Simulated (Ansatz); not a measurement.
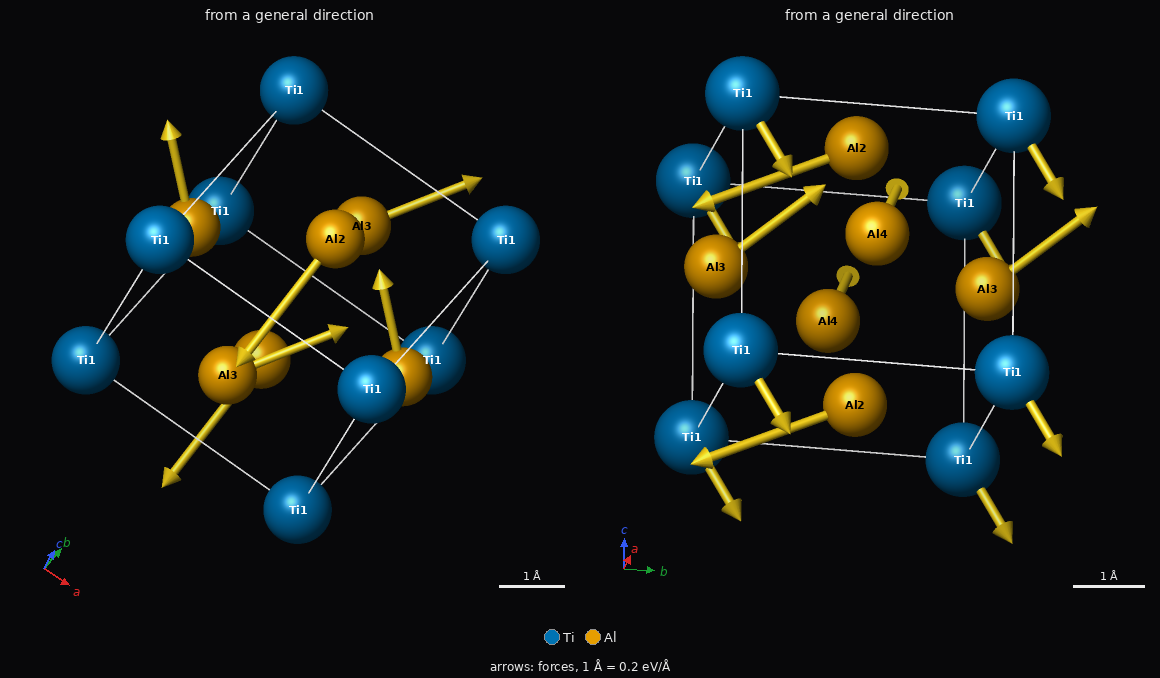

We look at a spheres-only model of the crystal from two general directions. Lines trace the edges of the simulation cell. The arrows are the computed forces on the atoms.

System: TiAl$_{3}$. Level of theory and settings: DFT PBEsol, scalar-relativistic, plane waves, PAW (Ansatz), a cutoff energy of 420 eV, k-points on a 12×12×12 grid, Gaussian smearing of 0.15 eV, no spin polarisation.

### Could this be the end point of a relaxation?

No. The atoms still feel forces of up to about 0.43 eV/Å, far above a usual threshold of 0.01 to 0.03 eV/Å.

### Which atom feels the largest force?

Al2, about 0.43 eV/Å.

### Average the force magnitudes by element.

Mean magnitudes: about Ti 0.19 eV/Å, Al 0.34 eV/Å.

It derives from a structure listed in the Materials Project. The cell was then strained or its atoms displaced on purpose. It was run through Ansatz as a DFT input.
